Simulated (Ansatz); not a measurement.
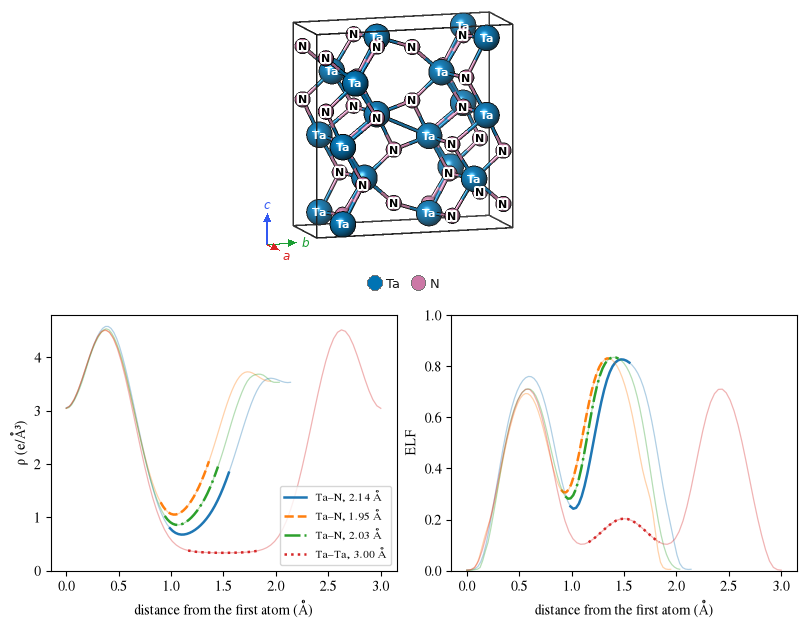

Figure 1: Ta3N5. Valence electron density and electron localisation function along straight lines between neighbouring atoms. Thin, pale parts lie inside the atomic spheres. The structure is drawn too.

Space group Cmcm.

These are results of Ansatz 0.2.0, DFT r2SCAN, scalar-relativistic, plane waves, PAW, not measurements.

The density is the valence pseudo-density of a PAW calculation; it isn't the true density close to the nuclei.

```yaml
crystal:
  lattice:
    - [3.87240, 0.00000, 0.00000]
    - [0.00000, 10.26093, 0.00000]
    - [0.00000, 0.00000, 10.29614]
  atoms:
    - { symbol: Ta, position: [0.00000, 0.19675, 0.75000] }
    - { symbol: Ta, position: [0.50000, 0.69675, 0.75000] }
    - { symbol: Ta, position: [0.00000, 0.80325, 0.25000] }
    - { symbol: Ta, position: [0.50000, 0.30325, 0.25000] }
    - { symbol: Ta, position: [0.00000, 0.13334, 0.05997] }
    - { symbol: Ta, position: [0.50000, 0.63334, 0.05997] }
    - { symbol: Ta, position: [0.00000, 0.86666, 0.55997] }
    - { symbol: Ta, position: [0.50000, 0.36666, 0.55997] }
    - { symbol: Ta, position: [0.00000, 0.86666, 0.94003] }
    - { symbol: Ta, position: [0.50000, 0.36666, 0.94003] }
    - { symbol: Ta, position: [0.00000, 0.13334, 0.44003] }
    - { symbol: Ta, position: [0.50000, 0.63334, 0.44003] }
    - { symbol: N, position: [0.00000, 0.76307, 0.75000] }
    - { symbol: N, position: [0.50000, 0.26307, 0.75000] }
    - { symbol: N, position: [0.00000, 0.23693, 0.25000] }
    - { symbol: N, position: [0.50000, 0.73693, 0.25000] }
    - { symbol: N, position: [0.00000, 0.04697, 0.61876] }
    - { symbol: N, position: [0.50000, 0.54697, 0.61876] }
    - { symbol: N, position: [0.00000, 0.95303, 0.11876] }
    - { symbol: N, position: [0.50000, 0.45303, 0.11876] }
    - { symbol: N, position: [0.00000, 0.95303, 0.38124] }
    - { symbol: N, position: [0.50000, 0.45303, 0.38124] }
    - { symbol: N, position: [0.00000, 0.04697, 0.88124] }
    - { symbol: N, position: [0.50000, 0.54697, 0.88124] }
    - { symbol: N, position: [0.00000, 0.30790, 0.57405] }
    - { symbol: N, position: [0.50000, 0.80790, 0.57405] }
    - { symbol: N, position: [0.00000, 0.69210, 0.07405] }
    - { symbol: N, position: [0.50000, 0.19210, 0.07405] }
    - { symbol: N, position: [0.00000, 0.69210, 0.42595] }
    - { symbol: N, position: [0.50000, 0.19210, 0.42595] }
    - { symbol: N, position: [0.00000, 0.30790, 0.92595] }
    - { symbol: N, position: [0.50000, 0.80790, 0.92595] }
```

Compare the contacts.

Ta–N (2.14 Å): ρ is about 0.69 e/Å³ halfway; the ELF peaks at about 0.85 in the valence shell of N, 0.7 Å from its nucleus, and is about 0.25 at the midpoint: no shared electron pair shows on this line.
Ta–N (1.95 Å): ρ at the midpoint is about 1.1 e/Å³; the ELF peaks at about 0.85 in the valence shell of N, 0.6 Å from its nucleus, and is about 0.30 at the midpoint.
Ta–N (2.03 Å): ρ at the midpoint is about 0.88 e/Å³; the ELF peaks at about 0.85 in the valence shell of N, 0.6 Å from its nucleus, and is about 0.30 at the midpoint (no localised pair shows between them).
Ta–Ta (3.00 Å): the density is about 0.33 e/Å³ at the midpoint; the ELF is about 0.20 at the midpoint; no localised pair shows between them.
